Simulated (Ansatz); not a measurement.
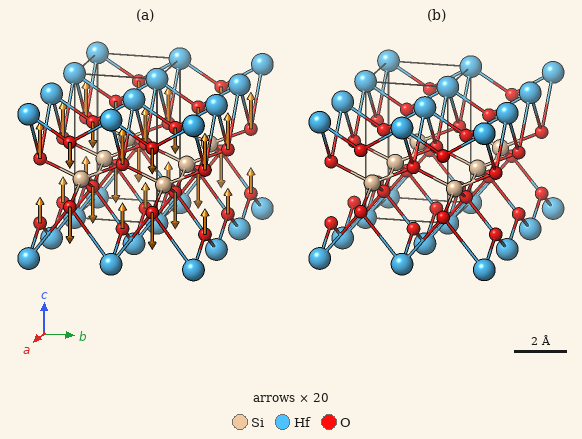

The structure of a crystal of HfSiO4 (built on the tetragonal host type) before (left) and after (right) a relaxation, at one scale. The orange arrows give the displacements (the part carried along by the change of the cell is left out), magnified 20 times.

A ball-and-stick model of the cell of the calculation, repeated 3 × 2 × 1 with one cell outlined, seen slightly off an axis.

Level of theory: DFT, PBEsol, plane waves, PAW in Ansatz 0.2.0.

Input
```yaml
crystal:
  lattice:
    - [3.316116791, 0.0, 0.0]
    - [0.0, 3.316116791, 0.0]
    - [0.0, 0.0, 5.7690040846]
  atoms:
    - { symbol: Si, position: [0.5, 0.5, 0.5] }
    - { symbol: Hf, position: [0.0, 0.0, 0.0] }
    - { symbol: O, position: [0.5, 0.0, 0.6223781974] }
    - { symbol: O, position: [0.0, 0.5, 0.8245681059] }
    - { symbol: O, position: [0.0, 0.5, 0.3776218026] }
    - { symbol: O, position: [0.5, 0.0, 0.1754318941] }
kpoints:
  mp_grid: { grid: [8, 8, 4] }
hamiltonian:
  xc: pbesol
scf:
  occupations: { method: fermi_dirac, width: 0.02 }
relax:
  f_tol: 0.005
  cell: {}
```

Command:
```bash
ansatz run input.yaml --threads 2 --pin off --max-ram 29491MiB --backend cpu --events-out ev --progress --plain --runs-dir out
```

Describe what moved and what it gained.

The largest moves relative to the cell, 0.075 Å, are those of O3 and O5. O5 goes along −c. Hf and Si stay in place. The drawn cell changes as follows: a = b 3.316 → 3.310 Å (−0.2 %), c 5.769 → 5.447 Å (−5.6 %); the volume changes by −5.9 %. Among the contacts that change: Hf2–O3 2.738 → 2.582 Å, Si1–O3 1.802 → 1.814 Å, Hf2–Hf2 3.316 → 3.310 Å, Hf2–O4 1.943 → 1.938 Å. Bond angles that change, for instance: Hf2–O3–Hf2 74.5° → 79.7°, O3–Si1–O3 133.9° → 131.7°, Si1–O3–Si1 133.9° → 131.7°. The space group stays P-4m2 (No. 115). The energy falls by 13.6 meV per atom in 7 accepted moves (10 points after the start). Largest force component: 0.12 eV/Å at the start, 0.00098 eV/Å at the end. Pressure: −6.39 GPa at the start and −0.01 GPa at the end. At 3 points the geometry stayed and the basis and grid were re-selected for the new cell (energy shift of 2.0 meV per atom at most each time).
